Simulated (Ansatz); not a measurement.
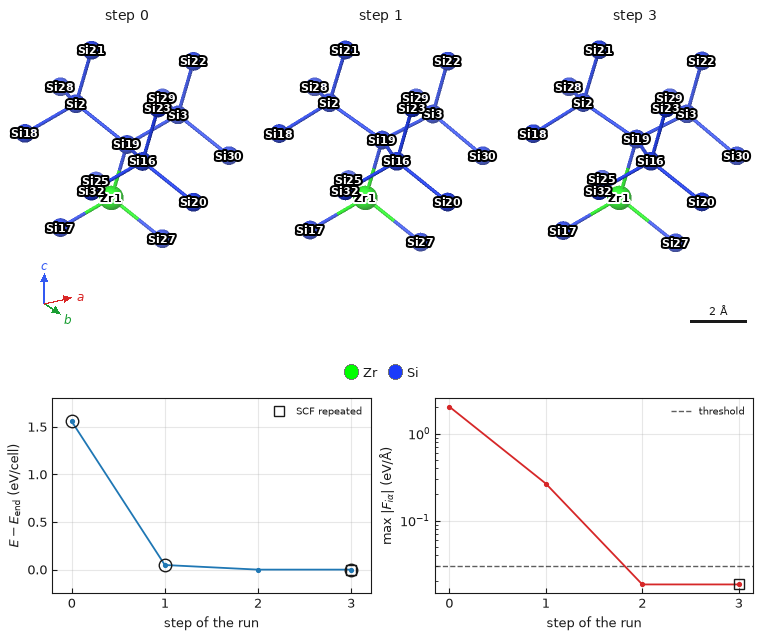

Frames of a relaxation of a defect cell of composition ZrSi31, marked on the history of the run. A ball-and-stick model of the atoms within 4.2 Å of the atom that moves most (axes of the conventional cell (2 times the calculation's cell) (origin shifted)), seen from a free direction. Lengths and directions refer to the drawn axes.

All numbers below come from DFT PBEsol, scalar-relativistic, plane waves, PAW in Ansatz. (plane-wave cutoff 420 eV; k-point mesh 2 × 2 × 2; occupations gaussian; smearing width 0.02 eV; mesh shifted by (0.5, 0.5, 0.5); no spin polarisation; atoms relaxed in a fixed cell; force threshold 0.03 eV/Å; at most 40 steps)

> Describe the path.

The largest moves, 0.24 Å, are those of Si17, Si19, Si25 and Si27. Si19 goes along [1 −1 1]. Zr stays in place. The cell stays as it was. Among the contacts that change: Zr1–Si17 2.353 → 2.593 Å, Si16–Si19 2.353 → 2.330 Å. Among the angles between lasting bonds that change: Si19–Si2–Si21 109.5° → 103.9°, Zr1–Si19–Si2 109.5° → 104.4°, Si2–Si19–Si3 109.5° → 114.0°. The energy falls by 1.557 eV per cell of the calculation in 2 accepted moves (3 points after the start). Largest force component: 2 eV/Å at the start, 0.018 eV/Å at the end. 1 step only repeated the SCF at the same geometry. Cost: 15 s on 8 threads of Arm Neoverse V1, on a shared host, peak memory 1 GiB. From step 0 to 1: Si atoms move most (0.20 Å), energy −1.508 eV per cell of the calculation. From step 1 to 3: Si atoms move most (0.04 Å), energy −48.6 meV per cell of the calculation.

| step | E − E(0), meV/atom | largest force component, eV/Å | note |
| --- | --- | --- | --- |
| 0 | 0.00 | 2.0405 |  |
| 1 | -47.14 | 0.2667 |  |
| 2 | -48.66 | 0.0185 |  |
| 3 | -48.66 | 0.0185 | same geometry, SCF repeated |
